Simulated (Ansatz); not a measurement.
## Run report: GeSi5, geometry relaxation (part 3 of 3)

Continued. System: GeSi5 (P-62m, 6 atoms in the cell). Method: DFT PBE, scalar-relativistic, plane waves, PAW, no spin polarisation (Ansatz 0.2.0); cutoff 420 eV, 12×12×8 k-mesh, Gaussian smearing of 0.1 eV. The structure was made by a generator, so it may or may not be a known phase.

Geometry of the input (Å; fractional positions):
```
4.9383  0.0000  0.0000
-2.4692  4.2767  0.0000
0.0000  0.0000  4.5107
Si 0.3333  0.3333  0.0000
Si -0.0000  0.6667  0.0000
Si 0.6667  0.0000  0.0000
Si 0.6667  0.3333  0.5000
Si 0.3333  0.6667  0.5000
Ge 0.0000  0.0000  0.5000
```

## Output, continued
```
--- Per-component energies (eV) ---
  E_band       = -23.379783
  E_kinetic    = 312.730053
  E_local      = -2652.880277  (includes V_loc(G=0)·N_el)
  E_nonlocal   = 543.010820
  E_hartree    = 1196.378629
  E_xc         = -354.911057
  E_vxc        = -302.624103  (∫ρ·V_xc dr)
  E_paw        = -4577.219064  (= ΣΔE_a)
  E_vpaw       = -316.373910  (= ΣTr[D̂ρ^β])
  E_aug_tail   = 0.000441  (compensation charges beyond the density's cutoff)
  E_ewald      = -1937.980419
  E_smearing   = -0.010932  (= −TS)
  E_closure    = 0.000000  (closes the sum)
  Σ components = -7470.881807   (vs F -7470.881807, Δ=0.00e0)
--- Forces (eV/Å), atoms counted from 1 ---
  atom   1  Si    -0.00014971    -0.00025931    -0.00000000
  atom   2  Si    -0.00014971     0.00025931    -0.00000000
  atom   3  Si     0.00029943    -0.00000000     0.00000000
  atom   4  Si     0.00000000     0.00000000     0.00000000
  atom   5  Si     0.00000000    -0.00000000     0.00000000
  atom   6  Ge     0.00000000     0.00000000     0.00000000
  max |Σ_I F_I| component: 3.01e-17 eV/Å
--- Stress (GPa, compression-positive) ---
        0.018115      -0.000000      -0.000000
        0.000000       0.018115       0.000000
       -0.000000       0.000000      -0.004213
  P = ⅓ Tr σ = 0.0107 GPa (0.107 kbar)
--- Band table (eV; the first three rows and the last of 95) ---
  k-point 0: bands = ["-14.2397", "-14.2397", "-14.2263", "-14.2263", "-14.2245", "-3.5302", "3.2166", "3.2626", "3.8570", "3.8570", "4.3219", "4.7891", "5.4259", "5.4259", "10.3334", "10.9244", "10.9244", "11.0146", "11.5060", "11.6371", "11.6371", "11.8269", "11.8269"]
  k-point 1: bands = ["-14.2397", "-14.2397", "-14.2265", "-14.2265", "-14.2241", "-3.4081", "2.2625", "3.3802", "3.9755", "3.9755", "4.0145", "5.5445", "5.5445", "6.3728", "8.9432", "9.5658", "9.5658", "10.0515", "10.9411", "10.9411", "12.6005", "13.2292", "13.2292"]
  k-point 2: bands = ["-14.2396", "-14.2396", "-14.2269", "-14.2269", "-14.2229", "-3.0422", "0.8022", "3.7321", "4.2691", "4.3297", "4.3297", "5.8988", "5.8988", "7.4702", "8.0970", "8.0970", "8.4347", "8.6813", "9.6006", "9.6006", "14.6474", "15.2464", "15.2464"]
  k-point 94: bands = ["-14.2391", "-14.2391", "-14.2279", "-14.2279", "-14.2205", "0.6933", "0.6933", "0.7638", "0.9749", "0.9749", "1.9837", "8.2092", "8.6377", "8.6377", "8.8283", "8.8283", "8.8622", "14.5309", "14.7140", "14.9125", "14.9125", "15.0881", "15.0881"]
--- Relaxed structure (12 steps of the walk, 9 accepted, 1 SCFs on fresh bases) ---
  F+E_penalty+E_count = -7470.88180685 eV   max|allowed force component| = 2.994e-4 eV/Å   (the final SCF, on the basis selected at the relaxed cell)
  cell:  # Å, volume = 92.9573 Å³
    - [4.985906440858246, -2.914574476331957e-9, 0.0]
    - [-2.4929532179050278, 4.317921640132983, 0.0]
    - [0.0, 0.0, 4.317822950037858]
  atoms:
    - { symbol: Si, position: [0.3688050552318706, 0.3688050552318707, 0.0] }
    - { symbol: Si, position: [5.551115123125783e-17, 0.6311949447681295, 0.0] }
    - { symbol: Si, position: [0.6311949447681295, -2.8859390137040474e-18, 0.0] }
    - { symbol: Si, position: [0.6666666666666665, 0.3333333333333333, 0.5000000000000001] }
    - { symbol: Si, position: [0.3333333333333333, 0.6666666666666667, 0.5000000000000001] }
    - { symbol: Ge, position: [-2.4759162860071456e-19, -2.609974084446252e-19, 0.5000000000000001] }
```

## Trajectory as extended XYZ (Å, eV, eV/Å), 13 frames, from step=1 to step=13
```
6
Lattice="4.9383 0.0000 0.0000 -2.4692 4.2767 0.0000 0.0000 0.0000 4.5107" Properties=species:S:1:pos:R:3:forces:R:3 step=1 energy=-7470.77974 pressure_GPa=-2.51
Si    0.8231    1.4256    0.0000    0.1564   0.2709   0.0000
Si   -1.6461    2.8511    0.0000    0.1564  -0.2709   0.0000
Si    3.2922    0.0000    0.0000   -0.3128   0.0000   0.0000
Si    2.4692    1.4256    2.2553    0.0000   0.0000   0.0000
Si    0.0000    2.8511    2.2553    0.0000   0.0000   0.0000
Ge    0.0000    0.0000    2.2553    0.0000   0.0000   0.0000
6
Lattice="4.8710 0.0000 0.0000 -2.4355 4.2184 0.0000 0.0000 0.0000 4.4748" Properties=species:S:1:pos:R:3:forces:R:3 step=2 energy=-7470.84222 pressure_GPa=0.11
Si    0.8345    1.4453    0.0000    0.1011   0.1751   0.0000
Si   -1.6010    2.7731    0.0000    0.1011  -0.1751   0.0000
Si    3.2021    0.0000    0.0000   -0.2022   0.0000   0.0000
Si    2.4355    1.4061    2.2374    0.0000   0.0000   0.0000
Si    0.0000    2.8123    2.2374    0.0000   0.0000   0.0000
Ge    0.0000    0.0000    2.2374    0.0000   0.0000   0.0000
6
Lattice="4.8672 0.0000 0.0000 -2.4336 4.2151 0.0000 0.0000 0.0000 4.4650" Properties=species:S:1:pos:R:3:forces:R:3 step=3 energy=-7470.86379 pressure_GPa=0.58
Si    0.8623    1.4936    0.0000    0.0291   0.0505   0.0000
Si   -1.5713    2.7216    0.0000    0.0291  -0.0505   0.0000
Si    3.1426    0.0000    0.0000   -0.0583   0.0000   0.0000
Si    2.4336    1.4050    2.2325    0.0000   0.0000   0.0000
Si    0.0000    2.8101    2.2325    0.0000   0.0000   0.0000
Ge    0.0000    0.0000    2.2325    0.0000   0.0000   0.0000
6
Lattice="4.9008 0.0000 0.0000 -2.4504 4.2442 0.0000 0.0000 0.0000 4.4523" Properties=species:S:1:pos:R:3:forces:R:3 step=4 energy=-7470.86965 pressure_GPa=-0.14
Si    0.8818    1.5273    0.0000    0.0096   0.0166   0.0000
Si   -1.5686    2.7168    0.0000    0.0096  -0.0166   0.0000
Si    3.1371    0.0000    0.0000   -0.0192   0.0000   0.0000
Si    2.4504    1.4147    2.2261    0.0000   0.0000   0.0000
Si    0.0000    2.8295    2.2261    0.0000   0.0000   0.0000
Ge    0.0000    0.0000    2.2261    0.0000   0.0000   0.0000
6
Lattice="4.9215 0.0000 0.0000 -2.4608 4.2622 0.0000 0.0000 0.0000 4.4230" Properties=species:S:1:pos:R:3:forces:R:3 step=5 energy=-7470.87214 pressure_GPa=-0.16
Si    0.8954    1.5509    0.0000   -0.0008  -0.0014   0.0000
Si   -1.5654    2.7113    0.0000   -0.0008   0.0014   0.0000
Si    3.1307    0.0000    0.0000    0.0016   0.0000   0.0000
Si    2.4608    1.4207    2.2115    0.0000   0.0000   0.0000
Si    0.0000    2.8414    2.2115    0.0000   0.0000   0.0000
Ge    0.0000    0.0000    2.2115    0.0000   0.0000   0.0000
6
Lattice="4.9803 0.0000 0.0000 -2.4901 4.3130 0.0000 0.0000 0.0000 4.3319" Properties=species:S:1:pos:R:3:forces:R:3 step=6 energy=-7470.88044 pressure_GPa=-0.00
Si    0.9259    1.6037    0.0000   -0.0190  -0.0329   0.0000
Si   -1.5642    2.7093    0.0000   -0.0190   0.0329   0.0000
Si    3.1284    0.0000    0.0000    0.0380   0.0000   0.0000
Si    2.4901    1.4377    2.1659    0.0000   0.0000   0.0000
Si    0.0000    2.8754    2.1659    0.0000   0.0000   0.0000
Ge    0.0000    0.0000    2.1659    0.0000   0.0000   0.0000
6
Lattice="5.1339 0.0000 0.0000 -2.5669 4.4460 0.0000 0.0000 0.0000 4.1071" Properties=species:S:1:pos:R:3:forces:R:3 step=7 energy=-7470.77599 pressure_GPa=0.83 accepted=F
Si    0.9901    1.7149    0.0000   -0.0645  -0.1117   0.0000
Si   -1.5768    2.7311    0.0000   -0.0645   0.1117   0.0000
Si    3.1536    0.0000    0.0000    0.1290   0.0000   0.0000
Si    2.5669    1.4820    2.0536    0.0000   0.0000   0.0000
Si    0.0000    2.9640    2.0536    0.0000   0.0000   0.0000
Ge    0.0000    0.0000    2.0536    0.0000   0.0000   0.0000
6
Lattice="5.0420 0.0000 0.0000 -2.5210 4.3665 0.0000 0.0000 0.0000 4.2569" Properties=species:S:1:pos:R:3:forces:R:3 step=8 energy=-7470.85407 pressure_GPa=-0.54 accepted=F
Si    0.9196    1.5927    0.0000    0.0350   0.0607   0.0000
Si   -1.6014    2.7738    0.0000    0.0350  -0.0607   0.0000
Si    3.2029    0.0000    0.0000   -0.0700   0.0000   0.0000
Si    2.5210    1.4555    2.1285    0.0000   0.0000   0.0000
Si    0.0000    2.9110    2.1285    0.0000   0.0000   0.0000
Ge    0.0000    0.0000    2.1285    0.0000   0.0000   0.0000
6
Lattice="4.9833 0.0000 0.0000 -2.4917 4.3157 0.0000 0.0000 0.0000 4.3227" Properties=species:S:1:pos:R:3:forces:R:3 step=9 energy=-7470.88166 pressure_GPa=-0.07
Si    0.9139    1.5830    0.0000    0.0106   0.0184   0.0000
Si   -1.5777    2.7327    0.0000    0.0106  -0.0184   0.0000
Si    3.1555    0.0000    0.0000   -0.0213   0.0000   0.0000
Si    2.4917    1.4386    2.1614    0.0000   0.0000   0.0000
Si    0.0000    2.8771    2.1614    0.0000   0.0000   0.0000
Ge    0.0000    0.0000    2.1614    0.0000   0.0000   0.0000
6
Lattice="5.0089 0.0000 0.0000 -2.5044 4.3378 0.0000 0.0000 0.0000 4.2955" Properties=species:S:1:pos:R:3:forces:R:3 step=10 energy=-7470.87807 pressure_GPa=-0.17 accepted=F
Si    0.9284    1.6080    0.0000   -0.0027  -0.0048   0.0000
Si   -1.5760    2.7298    0.0000   -0.0027   0.0048   0.0000
Si    3.1521    0.0000    0.0000    0.0055   0.0000   0.0000
Si    2.5044    1.4459    2.1477    0.0000   0.0000   0.0000
Si    0.0000    2.8919    2.1477    0.0000   0.0000   0.0000
Ge    0.0000    0.0000    2.1477    0.0000   0.0000   0.0000
6
Lattice="4.9864 0.0000 0.0000 -2.4932 4.3184 0.0000 0.0000 0.0000 4.3198" Properties=species:S:1:pos:R:3:forces:R:3 step=11 energy=-7470.88201 pressure_GPa=-0.03
Si    0.9206    1.5945    0.0000   -0.0025  -0.0043   0.0000
Si   -1.5726    2.7239    0.0000   -0.0025   0.0043   0.0000
Si    3.1452    0.0000    0.0000    0.0050   0.0000   0.0000
Si    2.4932    1.4395    2.1599    0.0000   0.0000   0.0000
Si    0.0000    2.8789    2.1599    0.0000   0.0000   0.0000
Ge    0.0000    0.0000    2.1599    0.0000   0.0000   0.0000
6
Lattice="4.9859 0.0000 0.0000 -2.4930 4.3179 0.0000 0.0000 0.0000 4.3178" Properties=species:S:1:pos:R:3:forces:R:3 step=12 energy=-7470.88205 pressure_GPa=0.02
Si    0.9194    1.5925    0.0000   -0.0002  -0.0003   0.0000
Si   -1.5735    2.7254    0.0000   -0.0002   0.0003   0.0000
Si    3.1471    0.0000    0.0000    0.0004   0.0000   0.0000
Si    2.4930    1.4393    2.1589    0.0000   0.0000   0.0000
Si    0.0000    2.8786    2.1589    0.0000   0.0000   0.0000
Ge    0.0000    0.0000    2.1589    0.0000   0.0000   0.0000
6
Lattice="4.9859 0.0000 0.0000 -2.4930 4.3179 0.0000 0.0000 0.0000 4.3178" Properties=species:S:1:pos:R:3:forces:R:3 step=13 energy=-7470.88181 pressure_GPa=0.01
Si    0.9194    1.5925    0.0000   -0.0001  -0.0003   0.0000
Si   -1.5735    2.7254    0.0000   -0.0001   0.0003   0.0000
Si    3.1471    0.0000    0.0000    0.0003   0.0000   0.0000
Si    2.4930    1.4393    2.1589    0.0000   0.0000   0.0000
Si    0.0000    2.8786    2.1589    0.0000   0.0000   0.0000
Ge    0.0000    0.0000    2.1589    0.0000   0.0000   0.0000
```

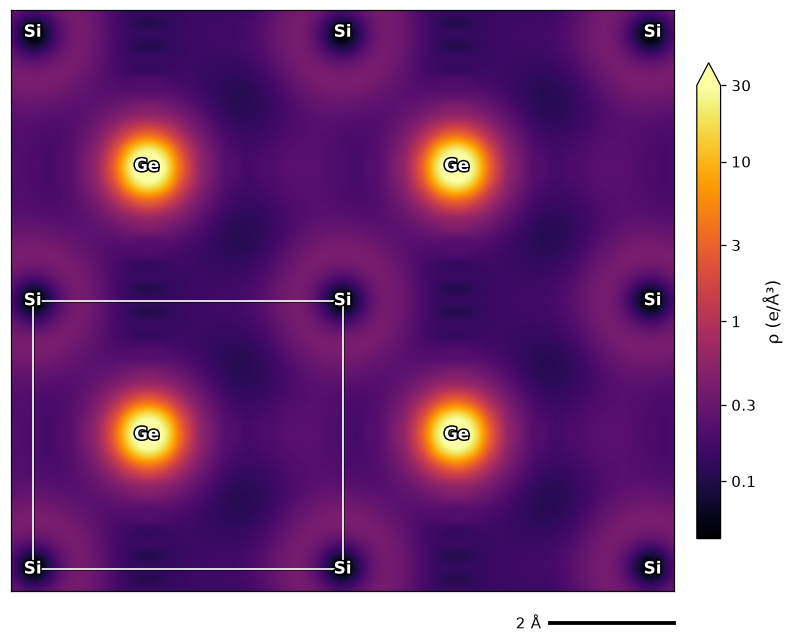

Figure 1. Valence charge density (pseudo) on the (010) plane of the conventional cell. Atoms in the plane: Si and Ge. Si–Ge (2.84 Å): ρ at the midpoint is about 0.24 e/Å³. Away from the nuclei the density in this plane falls to 0.11 e/Å³ at its lowest. Core electrons are frozen (PAW), so the fields are smoothed inside the atomic spheres.

## Key numbers

| quantity | value |
| --- | --- |
| outcome | converged |
| space group (tolerance 0.01 Å) | P-62m (189) |
| electrons treated | 34 |
| free energy | −7470.8818 eV |
| Fermi energy | 10.519 eV |
| gap on the k-point mesh | none (metallic) |
| pressure | 0.01 GPa |
| final volume | 92.96 Å³ |
| largest force (length of the vector) at the end | under 0.001 eV/Å |
| final cell | a = 4.986 Å, b = 4.986 Å, c = 4.318 Å, α = 90.00°, β = 90.00°, γ = 120.00° |
| wall time | 8.6 min |
| peak memory | 0.49 GiB |
